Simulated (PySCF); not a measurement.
Run report: C5H6, single-point calculation

System: C5H6, SMILES C1=CCC=C1.
Method: BLYP/6-31G*, RKS (PySCF 2.14.0).

The geometry comes from this level: PBE0-D4/def2-TZVP.

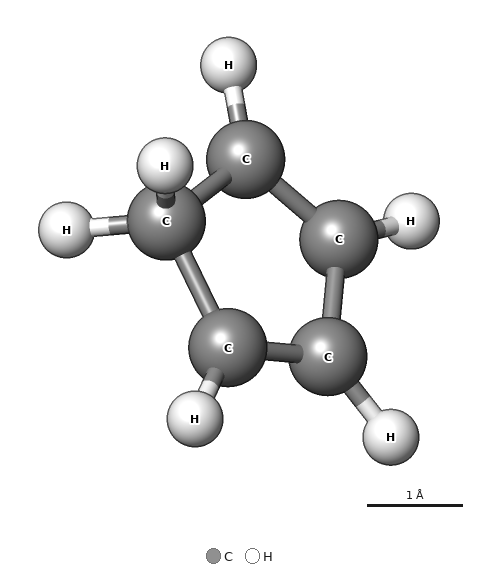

The input geometry (ball-and-stick view, seen at a tilt). Bond lengths as drawn: C–C 1.34 to 1.49 Å and C–H 1.08 to 1.10 Å.

## The input (job.py)
```python
from pyscf import gto, dft

mol = gto.M(
    atom='''
C       -1.190900       0.435600      -0.253200
C       -0.728000       0.015400       0.934400
C        0.696000      -0.404800       0.781800
C        0.975900      -0.162000      -0.664000
C       -0.129400       0.325400      -1.248800
H       -2.189500       0.800700      -0.455900
H       -1.275300      -0.023600       1.866100
H        0.845500      -1.456900       1.058000
H        1.366100       0.173100       1.432000
H        1.927600      -0.357200      -1.138600
H       -0.232600       0.597500      -2.291400
''',
    basis='6-31g*',
    max_memory=1860,
    charge=0,
    verbose=4,
)

calc0 = dft.RKS(mol)
calc0.xc = 'blyp'
calc0.conv_tol = 1e-10
calc0.grids.level = 5
calc0.kernel()
if not calc0.converged:
    calc0 = calc0.newton().run(calc0.mo_coeff, calc0.mo_occ)

e_tot = calc0.e_tot
print('Final energy', e_tot)
```

Launch command:
```bash
OMP_NUM_THREADS=1 python job.py
```

## What the program printed
```
PySCF version 2.14.0

[INPUT] num. atoms = 11
[INPUT] num. electrons = 36
[INPUT] charge = 0
[INPUT] spin (= nelec alpha-beta = 2S) = 0
[INPUT] symmetry False subgroup None
[INPUT] Mole.unit = angstrom
[INPUT] Symbol           X                Y                Z      unit          X                Y                Z       unit  Magmom
[INPUT]  1 C     -1.190900000000   0.435600000000  -0.253200000000 AA   -2.250474841745   0.823164699861  -0.478478654740 Bohr   0.0
[INPUT]  2 C     -0.728000000000   0.015400000000   0.934400000000 AA   -1.375720618683   0.029101782318   1.765760090794 Bohr   0.0
[INPUT]  3 C      0.696000000000  -0.404800000000   0.781800000000 AA    1.315249382697  -0.764961135224   1.477387884185 Bohr   0.0
[INPUT]  4 C      0.975900000000  -0.162000000000  -0.664000000000 AA    1.844183724963  -0.306135632180  -1.254778146711 Bohr   0.0
[INPUT]  5 C     -0.129400000000   0.325400000000  -1.248800000000 AA   -0.244530560519   0.614916880933  -2.359889984357 Bohr   0.0
[INPUT]  6 H     -2.189500000000   0.800700000000  -0.455900000000 AA   -4.137555349735   1.513103707939  -0.861526140189 Bohr   0.0
[INPUT]  7 H     -1.275300000000  -0.023600000000   1.866100000000 AA   -2.409967726658  -0.044597536540   3.526417921051 Bohr   0.0
[INPUT]  8 H      0.845500000000  -1.456900000000   1.058000000000 AA    1.597763438320  -2.753141990879   1.999330239790 Bohr   0.0
[INPUT]  9 H      1.366100000000   0.173100000000   1.432000000000 AA    2.581554858768   0.327111592162   2.706087810377 Bohr   0.0
[INPUT] 10 H      1.927600000000  -0.357200000000  -1.138600000000 AA    3.642636077712  -0.675010171695  -2.151642165430 Bohr   0.0
[INPUT] 11 H     -0.232600000000   0.597500000000  -2.291400000000 AA   -0.439550296574   1.129111359428  -4.330118441828 Bohr   0.0

nuclear repulsion = 157.413912398372
number of shells = 42
number of NR pGTOs = 159
number of NR cGTOs = 82
basis = 6-31g*
ecp = {}

******** <class 'pyscf.dft.rks.RKS'> ********
method = RKS
initial guess = minao
damping factor = 0
level_shift factor = 0
DIIS = <class 'pyscf.scf.diis.CDIIS'>
diis_start_cycle = 1
diis_space = 8
diis_damp = 0
SCF conv_tol = 1e-10
SCF conv_tol_grad = None
SCF max_cycles = 50
direct_scf = True
direct_scf_tol = 1e-13
XC library pyscf.dft.libxc version 7.0.0
    S. Lehtola, C. Steigemann, M. J.T. Oliveira, and M. A.L. Marques.,  SoftwareX 7, 1–5 (2018)
XC functionals = blyp
    A. D. Becke.,  Phys. Rev. A 38, 3098 (1988)
    C. Lee, W. Yang, and R. G. Parr.,  Phys. Rev. B 37, 785 (1988)
    B. Miehlich, A. Savin, H. Stoll, and H. Preuss.,  Chem. Phys. Lett. 157, 200 (1989)
radial grids:
    Treutler-Ahlrichs [JCP 102, 346 (1995); DOI:10.1063/1.469408] (M4) radial grids

becke partition: Becke, JCP 88, 2547 (1988); DOI:10.1063/1.454033
pruning grids: <function nwchem_prune>
grids dens level: 5
symmetrized grids: False
atomic radii adjust function: <function treutler_atomic_radii_adjust>
small_rho_cutoff = 0
Set gradient conv threshold to 1e-05
Initial guess from minao.
tot grids = 356136
init E= -194.481006296863
  HOMO = -0.270018888371074  LUMO = -0.115860354179026  gap/eV = 4.19487
cycle= 1 E= -193.904399914115  delta_E= 0.577  |g|= 0.54  |ddm|= 3.28
  HOMO = -0.0742221373896381  LUMO = 0.0542913961028697  gap/eV = 3.49703
cycle= 2 E= -193.809546105483  delta_E= 0.0949  |g|= 0.805  |ddm|= 1.84
  HOMO = -0.172346507027608  LUMO = -0.0291618897418728  gap/eV = 3.89625
cycle= 3 E= -193.988772342028  delta_E= -0.179  |g|= 0.0634  |ddm|= 1.25
  HOMO = -0.174567577346036  LUMO = -0.0305492809781835  gap/eV = 3.91894
cycle= 4 E= -193.988955362481  delta_E= -0.000183  |g|= 0.0565  |ddm|= 0.118
  HOMO = -0.173462978512311  LUMO = -0.0298109530515975  gap/eV = 3.90897
cycle= 5 E= -193.989822661482  delta_E= -0.000867  |g|= 0.00985  |ddm|= 0.064
  HOMO = -0.17314000360884  LUMO = -0.0296163174132107  gap/eV = 3.90548
cycle= 6 E= -193.98984623216  delta_E= -2.36e-05  |g|= 0.0032  |ddm|= 0.0123
  HOMO = -0.173292654463255  LUMO = -0.0297093266205537  gap/eV = 3.90710
cycle= 7 E= -193.989848771728  delta_E= -2.54e-06  |g|= 0.00026  |ddm|= 0.0032
  HOMO = -0.173318168603659  LUMO = -0.0297326626215231  gap/eV = 3.90716
cycle= 8 E= -193.989848791263  delta_E= -1.95e-08  |g|= 2.48e-05  |ddm|= 0.00041
  HOMO = -0.173322453171917  LUMO = -0.0297362622812276  gap/eV = 3.90718
cycle= 9 E= -193.98984879149  delta_E= -2.27e-10  |g|= 7.63e-06  |ddm|= 7.15e-05
  HOMO = -0.173322574270806  LUMO = -0.0297365113203858  gap/eV = 3.90718
cycle= 10 E= -193.989848791509  delta_E= -1.95e-11  |g|= 4.16e-06  |ddm|= 1.68e-05
  HOMO = -0.173322499538933  LUMO = -0.0297364373108921  gap/eV = 3.90718
```

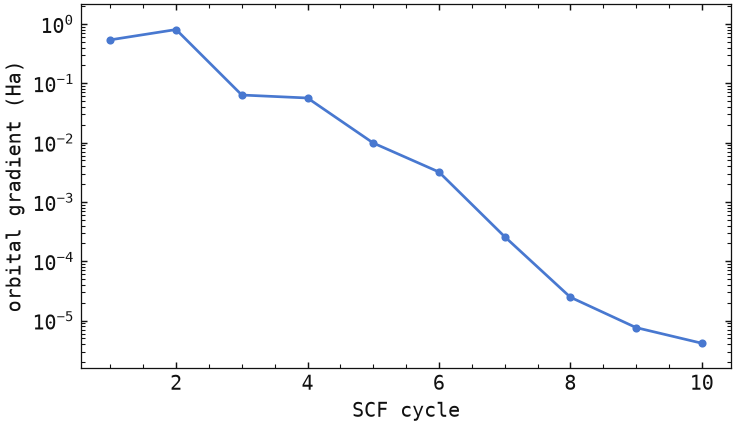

Convergence of the self-consistent field: orbital gradient against the SCF cycle. The residual falls almost steadily, with no more than small rises.

```
Extra cycle  E= -193.989848791476  delta_E= 3.33e-11  |g|= 1.16e-05  |ddm|= 1.59e-05
converged SCF energy = -193.989848791476
Final energy -193.98984879147602
```

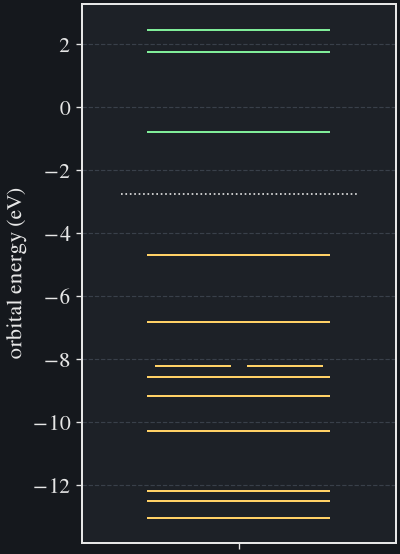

Orbital energies near the frontier; the dotted line parts filled from empty levels, and levels within 0.02 eV of each other stand side by side. Highest filled −4.72 eV, lowest empty −0.81 eV, 3.91 eV apart.

## Results in brief

| quantity | value |
| --- | --- |
| outcome | converged |
| total energy | −193.989849 hartree |
| basis functions | 82 |
| HOMO | −4.72 eV |
| LUMO | −0.81 eV |
| dipole moment | 0.48 D |
| hardware | 1 thread of Intel Xeon @ 2.70GHz, 189 GiB of memory available, shared host |
| wall time | 31 s |
| peak memory | 0.41 GiB |
